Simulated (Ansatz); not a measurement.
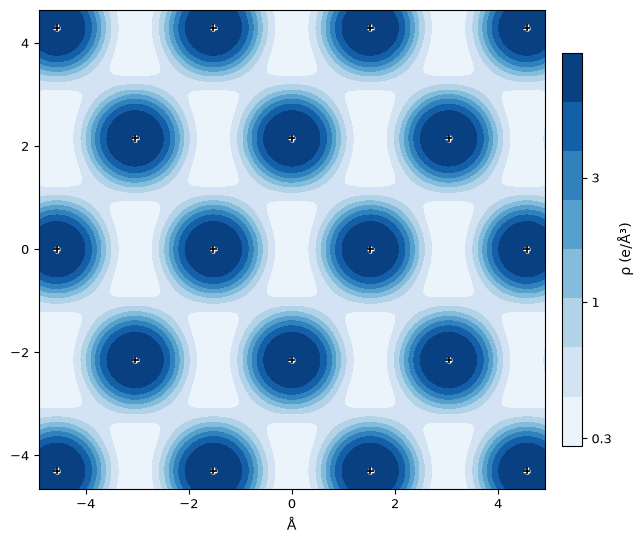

The valence pseudo-density on a plane through atoms (crosses mark nuclei in the plane).

Computed with DFT, RPBE, plane waves (420 eV) with PAW, scalar-relativistic in Ansatz 0.2.0.

Candidates:
A. Al, a = 4.42 Å, b = 4.42 Å, c = 2.74 Å, α = 90.00°, β = 90.00°, γ = 120.00°. Space group P6/mmm; set up as Al, omega (AlB2-type); a generated structure, not necessarily the stable one; changed on purpose from its base cell (volume × 0.88); computed pressure about 11 GPa in this cell; computed without spin polarisation.
B. Co, a = 3.39 Å, b = 3.39 Å, c = 3.39 Å, α = 90.00°, β = 90.00°, γ = 90.00°. Space group Fm-3m; set up as Co, fcc; a generated structure, not necessarily the stable one; changed on purpose from its base cell (volume × 0.92); computed pressure about 24 GPa in this cell; computed without spin polarisation.
C. Ir, a = 3.04 Å, b = 3.04 Å, c = 3.04 Å, α = 90.00°, β = 90.00°, γ = 90.00°. Space group Im-3m; set up as Ir, bcc; a generated structure, not necessarily the stable one; changed on purpose from its base cell (volume × 0.92); computed pressure about 30 GPa in this cell; computed without spin polarisation.

**Which system is this?**

Candidate C: Ir on the (101) plane of the conventional cell, which holds Ir. Ir–Ir (2.63 Å): ρ is about 0.5 e/Å³ halfway.
